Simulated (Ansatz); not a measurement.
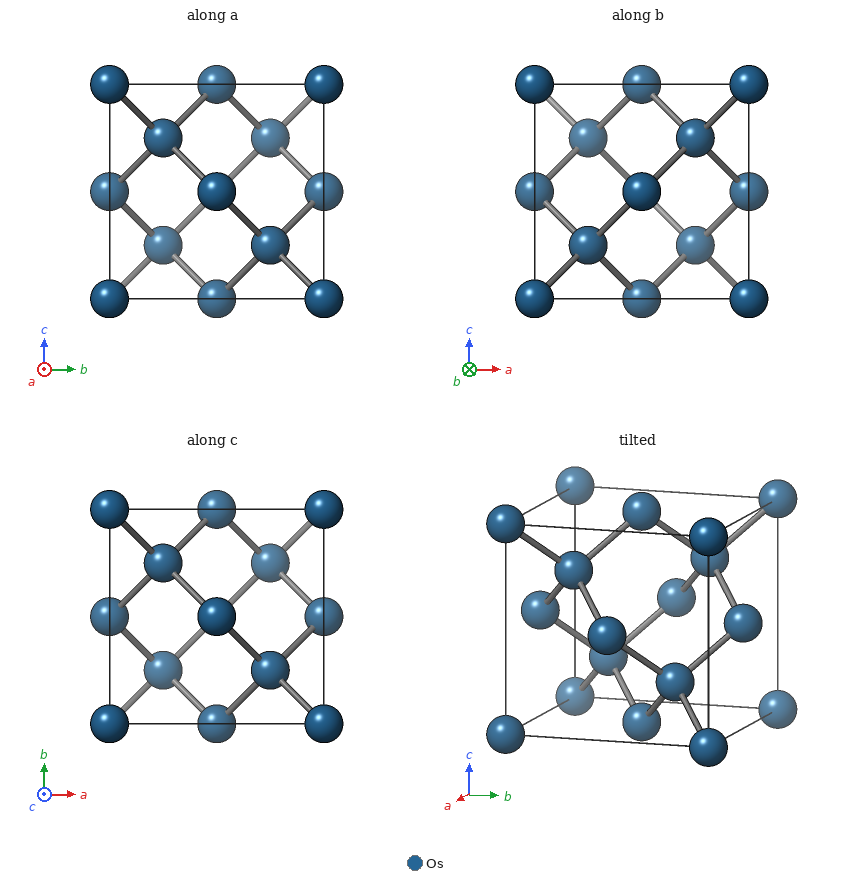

A ball-and-stick picture of a crystal structure, seen along the a axis, along the b axis, along the c axis and slightly off an axis. The frame is the conventional unit cell; atoms at its boundary are shown with their periodic copies.

Lattice parameters: a = 5.5737 Å, b = 5.5737 Å, c = 5.5737 Å, α = 90.000°, β = 90.000°, γ = 90.000°.

Reconstruct the structure as a CIF in P1 with every atom of the cell.

```cif
data_structure
_symmetry_space_group_name_H-M 'P 1'
_symmetry_Int_Tables_number 1
_cell_length_a 5.5737
_cell_length_b 5.5737
_cell_length_c 5.5737
_cell_angle_alpha 90.000
_cell_angle_beta 90.000
_cell_angle_gamma 90.000
_cell_volume 173.15
loop_
_atom_site_label
_atom_site_type_symbol
_atom_site_fract_x
_atom_site_fract_y
_atom_site_fract_z
_atom_site_occupancy
Os1 Os 0.7500 0.7500 0.2500 1
Os2 Os 0.0000 0.5000 0.5000 1
Os3 Os 0.7500 0.2500 0.7500 1
Os4 Os 0.0000 0.0000 0.0000 1
Os5 Os 0.2500 0.7500 0.7500 1
Os6 Os 0.5000 0.5000 0.0000 1
Os7 Os 0.2500 0.2500 0.2500 1
Os8 Os 0.5000 0.0000 0.5000 1
```

It derives from a structure type filled with this element by a generator (whether the element takes this form wasn't checked). Earlier steps of the study may have refined or changed the cell and positions. Ansatz was used for an electronic-structure calculation on it.
